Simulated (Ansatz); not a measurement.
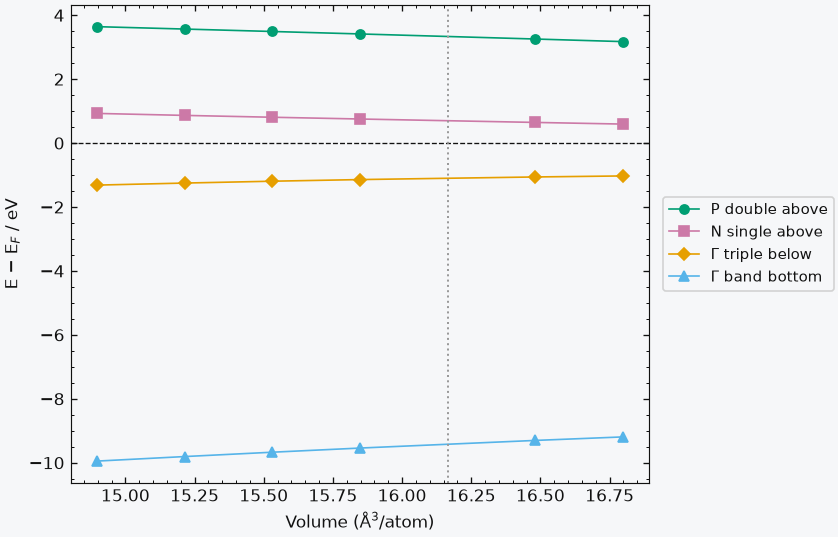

Levels at named k points against volume, from the Fermi level of each run. Each is named by its point, its degeneracy (spin aside) and its side of the Fermi level at the middle volume, where it is the nearest level on that side; the band bottom is the lowest valence level above the core-like shells. One run is left out (dotted line).

System: bcc W, space group Im-3m, 1 atom in the primitive cell. The cell is scaled at fixed shape and fractional positions; at the middle volume, cubic a = 3.165 Å. Ansatz 0.2.0; RPBE with D4 dispersion, Ansatz PAW, no spin polarisation, no spin-orbit coupling, 12×12×12 k mesh, 420 eV cutoff, Fermi-Dirac smearing of 0.05 eV.

| volume | P double above (eV) | N single above (eV) | Γ triple below (eV) | Γ band bottom (eV) |
| --- | --- | --- | --- | --- |
| 14.90 Å³/atom | 3.64 | 0.93 | −1.31 | −9.95 |
| 15.21 Å³/atom | 3.57 | 0.87 | −1.25 | −9.81 |
| 15.53 Å³/atom | 3.49 | 0.81 | −1.19 | −9.67 |
| 15.85 Å³/atom | 3.41 | 0.75 | −1.14 | −9.54 |
| 16.48 Å³/atom | 3.25 | 0.65 | −1.06 | −9.30 |
| 16.80 Å³/atom | 3.17 | 0.59 | −1.03 | −9.19 |

### Estimate the levels at 16.16 Å³/atom.

Fits against the logarithm of the volume give +3.33 eV for P double above, +0.70 eV for N single above, −1.10 eV for Γ triple below and −9.43 eV for Γ band bottom. The run gives +3.33, +0.70, −1.10 and −9.42 eV; the largest miss is under 0.01 eV.

### How does the occupied bandwidth scale with volume?

The Fermi level lies 9.95 eV above the band bottom at the smallest volume and 9.19 eV at the largest, a power law of about V^−0.66.

Spin-orbit coupling is left out, which matters for W. The PAW data sets were made with another functional. The Fermi level is that of this mesh and smearing. The pressure runs from 19 to −18 GPa along the series.
